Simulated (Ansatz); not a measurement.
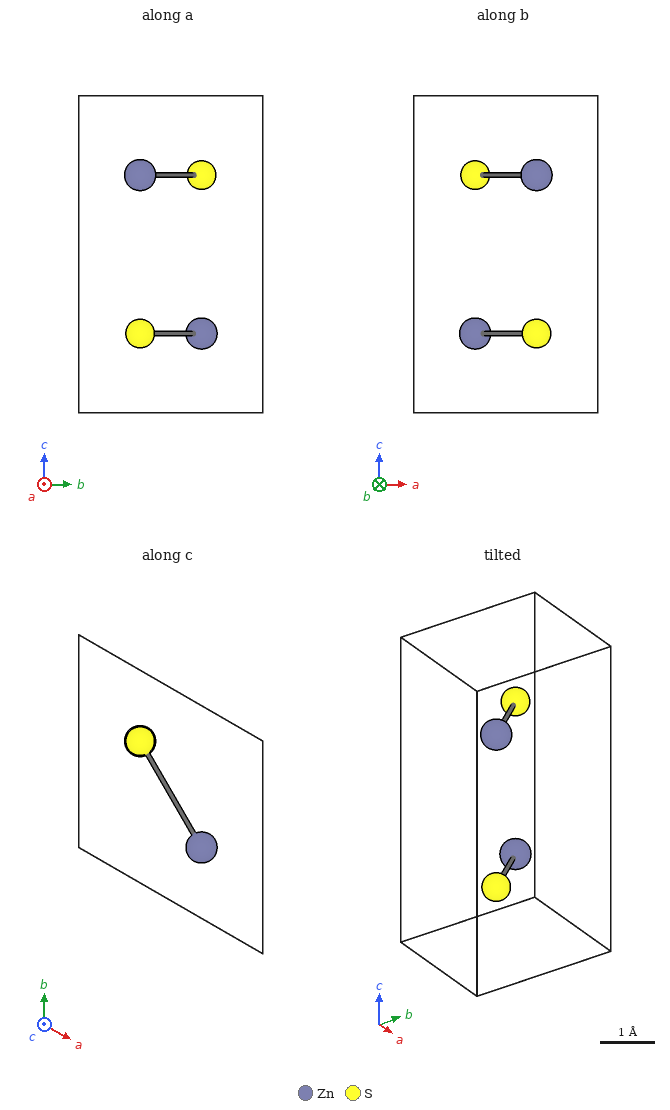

The figure gives a ball-and-stick picture of the atoms, viewed along the a axis, along the b axis, along the c axis and slightly off an axis. Lines trace the edges of the conventional unit cell.

Lattice parameters: a = 3.9464 Å, b = 3.9464 Å, c = 5.8801 Å, α = 90.000°, β = 90.000°, γ = 120.000°.

> Express the structure as a CIF with its space group and independent sites.

```cif
data_structure
_symmetry_space_group_name_H-M 'P 63/m m c'
_symmetry_Int_Tables_number 194
_cell_length_a 3.9464
_cell_length_b 3.9464
_cell_length_c 5.8801
_cell_angle_alpha 90.000
_cell_angle_beta 90.000
_cell_angle_gamma 120.000
_cell_volume 79.31
loop_
_atom_site_label
_atom_site_type_symbol
_atom_site_symmetry_multiplicity
_atom_site_Wyckoff_symbol
_atom_site_fract_x
_atom_site_fract_y
_atom_site_fract_z
_atom_site_occupancy
Zn1 Zn 2 c 0.3333 0.6667 0.2500 1
S1 S 2 d 0.6667 0.3333 0.2500 1
```

The initial geometry was a structure type filled with these elements by a generator (whether the compound takes this form wasn't checked). Earlier steps of the study may have refined or changed the cell and positions. Ansatz was used for an electronic-structure calculation on it.
